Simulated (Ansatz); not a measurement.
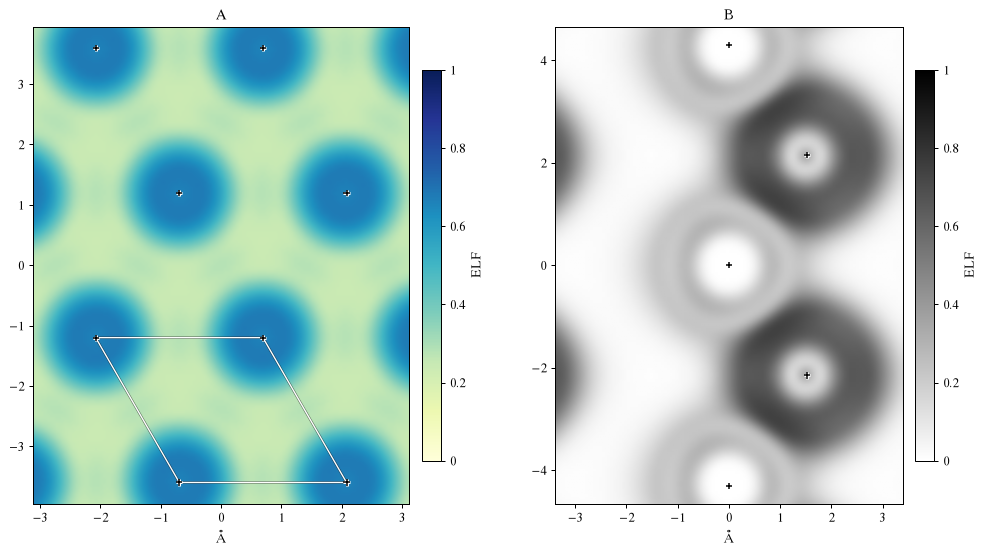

The electron localisation function of 2 systems, each on a plane through atoms (crosses mark nuclei in the plane).

Level of theory: Ansatz 0.2.0, DFT PBEsol, scalar-relativistic, plane waves, PAW.

System 1: Pt, the (001) plane of the conventional cell. Space group P-3m1; not relaxed (largest force 1.3 eV/Å); computed pressure about 4 GPa in this cell.

```yaml
crystal:
  lattice:
    - [1.95903, -1.95903, 0.00000]
    - [0.00000, 1.95903, -1.95903]
    - [7.74952, 7.74952, 7.74952]
  atoms:
    - { symbol: Pt, position: [0.66667, 0.33333, 0.07868] }
    - { symbol: Pt, position: [0.33333, 0.66667, 0.92132] }
    - { symbol: Pt, position: [0.00000, 0.00000, 0.24721] }
    - { symbol: Pt, position: [0.66667, 0.33333, 0.58426] }
    - { symbol: Pt, position: [0.33333, 0.66667, 0.41574] }
    - { symbol: Pt, position: [0.00000, 0.00000, 0.75279] }
```

System 2: InAs, the (101) plane of the conventional cell. Space group F-43m.

```
CELL_PARAMETERS angstrom
6.08747 0.00000 0.00000
0.00000 6.08747 0.00000
0.00000 0.00000 6.08747
ATOMIC_POSITIONS crystal
In 0.00000 0.00000 0.00000
In 0.50000 0.50000 0.00000
In 0.50000 0.00000 0.50000
In 0.00000 0.50000 0.50000
As 0.75000 0.25000 0.25000
As 0.25000 0.75000 0.25000
As 0.25000 0.25000 0.75000
As 0.75000 0.75000 0.75000
```

Question: Match each panel to its system.

Answer: Panel A is system 1, Pt: the plane holds Pt. Pt–Pt (2.77 Å): the ELF is about 0.30 at the midpoint (no shared electron pair shows on this line). Panel B is system 2, InAs: the plane holds In and As. In–As (2.64 Å): the ELF peaks at about 0.75 between the atoms.
